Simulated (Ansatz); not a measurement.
Consider Cu (slab).

Input file:

```
crystal:
  lattice:
    - [15.1181073815, 0.0, 0.0]
    - [0.0, 2.5196845636, 0.0]
    - [0.0, 0.0, 19.1267441655]
  atoms:
    - { symbol: Cu, position: [0.0, 0.0, 0.0784242204] }
    - { symbol: Cu, position: [0.0833333333, 0.5, 0.1715757796] }
    - { symbol: Cu, position: [0.1666666667, 0.0, 0.0784242204] }
    - { symbol: Cu, position: [0.25, 0.5, 0.1715757796] }
    - { symbol: Cu, position: [0.3333333333, 0.0, 0.0784242204] }
    - { symbol: Cu, position: [0.4166666667, 0.5, 0.1715757796] }
    - { symbol: Cu, position: [0.5, 0.0, 0.0784242204] }
    - { symbol: Cu, position: [0.5833333333, 0.5, 0.1715757796] }
    - { symbol: Cu, position: [0.6666666667, 0.0, 0.0784242204] }
    - { symbol: Cu, position: [0.75, 0.5, 0.1715757796] }
    - { symbol: Cu, position: [0.8333333333, 0.0, 0.0784242204] }
    - { symbol: Cu, position: [0.9166666667, 0.5, 0.1715757796] }
    - { symbol: Cu, position: [0.0, 0.0, 0.2647273388] }
    - { symbol: Cu, position: [0.0833333333, 0.5, 0.357878898] }
    - { symbol: Cu, position: [0.1666666667, 0.0, 0.2647273388] }
    - { symbol: Cu, position: [0.25, 0.5, 0.357878898] }
    - { symbol: Cu, position: [0.3333333333, 0.0, 0.2647273388] }
    - { symbol: Cu, position: [0.4166666667, 0.5, 0.357878898] }
    - { symbol: Cu, position: [0.5, 0.0, 0.2647273388] }
    - { symbol: Cu, position: [0.5833333333, 0.5, 0.357878898] }
    - { symbol: Cu, position: [0.6666666667, 0.0, 0.2647273388] }
    - { symbol: Cu, position: [0.75, 0.5, 0.357878898] }
    - { symbol: Cu, position: [0.8333333333, 0.0, 0.2647273388] }
    - { symbol: Cu, position: [0.9166666667, 0.5, 0.357878898] }
    - { symbol: Cu, position: [0.0, 0.0, 0.4510304572] }
    - { symbol: Cu, position: [0.1666666667, 0.0, 0.4510304572] }
    - { symbol: Cu, position: [0.3333333333, 0.0, 0.4510304572] }
basis:
  ecutwfc: 420
kpoints:
  mp_grid: { grid: [3, 14, 1] }
hamiltonian:
  xc: pbesol
scf:
  occupations: { method: gaussian, width: 0.1 }
output:
  forces: true
  eigenvalues: true
  populations: true
  write_density: true
  write_potential: true
  elf: true
  volumetric_format: npy
relax:
  adjacent_minimum: "off"
  f_tol: 0.02
  max_steps: 45
  constraints: [{ sites: [0, 1, 2, 3, 4, 5, 6, 7, 8, 9, 10, 11] }]
efield:
  axis: 3
  dipole_correction: true
  ramp_width: 0.04
```

Command:

```sh
ansatz run input.yaml --threads 4 --pin off --max-ram 12288MiB --backend cpu --events-out ev --progress --plain --runs-dir out
```

The fields are those of the relaxed geometry.

Computed without spin polarisation.

Level of theory: Ansatz, DFT PBEsol, scalar-relativistic, plane waves, PAW.

Q: Predict the valence pseudo-density and electron localisation function between the atoms.

A: Cu–Cu (2.52 Å): ρ is about 0.33 e/Å³ halfway; the ELF is about 0.20 at the midpoint; no shared electron pair shows on this line.

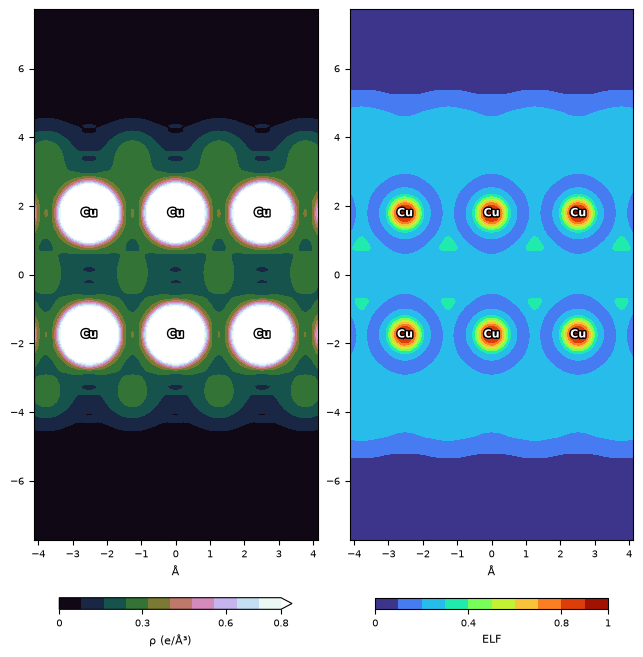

Computed valence pseudo-density and electron localisation function on the (100) plane of the calculation cell, a cut from vacuum to vacuum, in this order. 

In a PAW calculation such maps are meaningful between the atoms, not at the nuclei.
